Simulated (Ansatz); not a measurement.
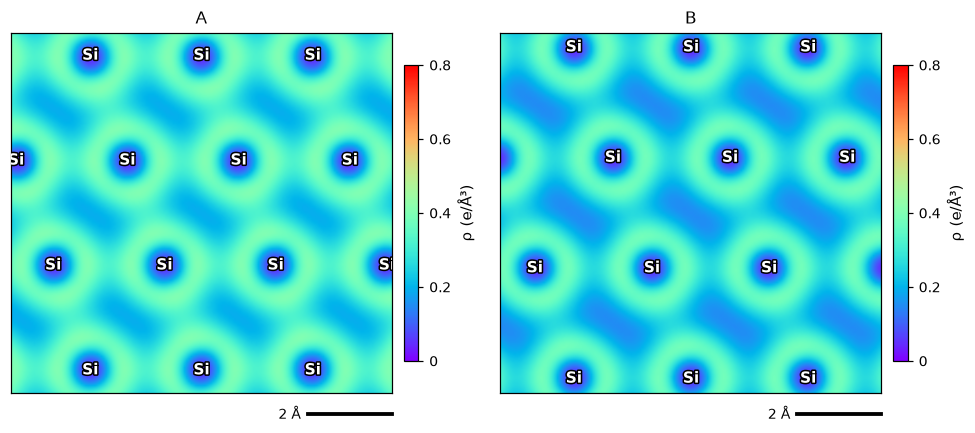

Si. The valence charge density (pseudo) of two cells that differ in size, on the (010) plane of each (indices in the axes of the calculation cell), at one length scale and on one colour scale; one has 14.2 and the other 16.6 Å³ an atom.

Computed with DFT, RPBE, plane waves (420 eV) with PAW, scalar-relativistic in Ansatz.

The larger cell:

```
Si
1.0
    -1.60612    1.60612    1.60612
     1.60612   -1.60612    1.60612
     1.60612    1.60612   -1.60612
Si
1
Direct
  0.00000 0.00000 0.00000
```

The smaller cell: a = 2.643 Å, b = 2.643 Å, c = 2.643 Å, α = 109.47°, β = 109.47°, γ = 109.47°.

**Which is the denser cell? Describe the effect of the change.**

Panel A is the smaller cell, by 14 % in volume. From the larger cell to the smaller, Si–Si goes from 2.78 to 2.64 Å, and the density at its midpoint from 0.26 to 0.32 e/Å³; the pressure goes from −8 to 4.3 GPa.
